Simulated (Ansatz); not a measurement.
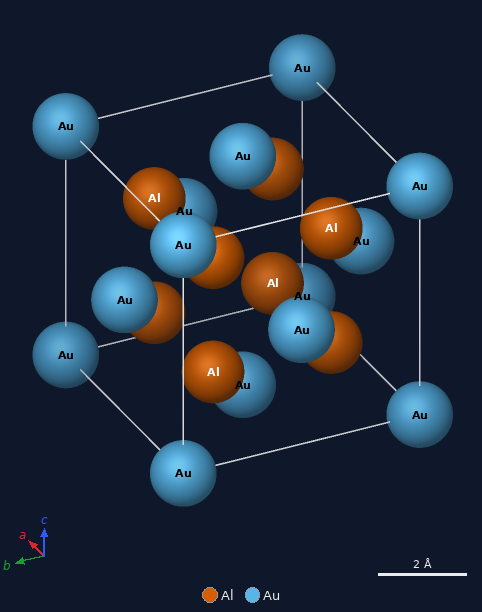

Reference structure: solid Al₂Au (set up in Fm-3m). A spheres-only model of the conventional cell (4 times the calculation's cell), seen from a free direction. Lengths and directions refer to the drawn axes.

Level of theory: DFT PBEsol, scalar-relativistic, plane waves, PAW (Ansatz). Settings: plane-wave cutoff 420 eV; k-point mesh 12 × 12 × 12; occupations gaussian; smearing width 0.1 eV; no spin polarisation.

Now this is done to it. All lengths are scaled by +1.0 % (volume +3.0 %), the atoms keeping their fractional coordinates. No relaxation follows.

Q: What is the effect?

A: Energy change: +5.5 meV per atom. The pressure goes from 0.0 to −3.2 GPa. All forces vanish by symmetry. Near-neighbour distances before and after: Al–Au 2.599 → 2.625 Å. The space group stays Fm-3m (No. 225).
